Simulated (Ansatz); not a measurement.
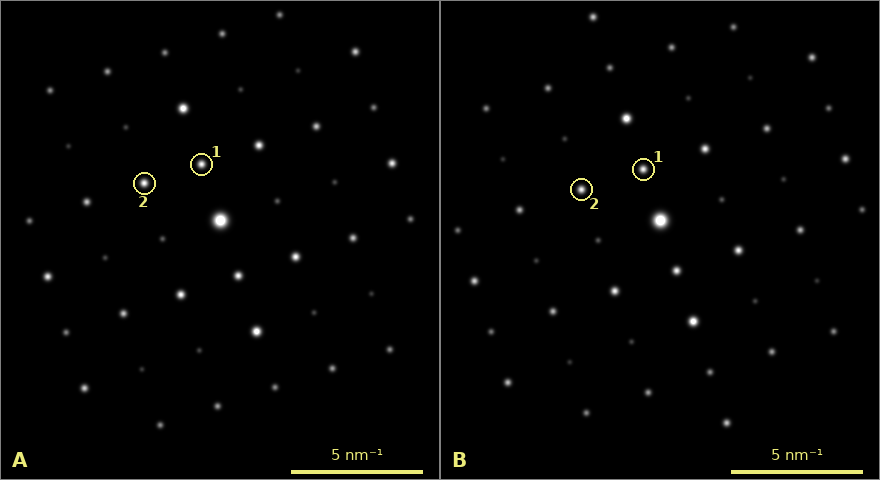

Kinematic electron diffraction patterns (300 kV, B = 0.5 Å², same scale) along [110] of the run's own cell, for the start and the end of one relaxation of Y3N with DFT PBE, scalar-relativistic, plane waves, PAW in Ansatz. k mesh 12×12×10. The start is a generated model structure, and the relaxation ends in the nearest stationary point of its symmetry, not necessarily the ground state. Spot 1 is 0 0 -1 and spot 2 is -1 1 -1 in both.

Start structure:

```
Y N
1.0
     4.63925    0.00000    0.00000
    -2.31962    4.01771    0.00000
     0.00000    0.00000    4.89624
Y N
3 1
Direct
  0.00000 0.00000 0.50000
  0.33333 0.66667 0.00000
  0.66667 0.33333 0.00000
  0.00000 0.00000 0.00000
```

### Which pattern belongs to the start structure, and which to the relaxed one?

B is the start: its cell gives d(1) = 4.896 Å, d(2) = 3.106 Å and an angle of 50.6°. A is the relaxed structure, with d(1) = 4.454 Å (-9.0 %), d(2) = 3.104 Å (-0.1 %) and 45.8°.

### Summarise the relaxation behind the change.

The volume changed by +5.6 % to 24.09 Å³ an atom; the fractional coordinates hardly changed; the space group stayed P6/mmm (No. 191); the free energy fell by 110 meV an atom. Relaxed cell: a = 4.998 Å, b = 4.998 Å, c = 4.454 Å, α = 90.00°, β = 90.00°, γ = 120.00°.
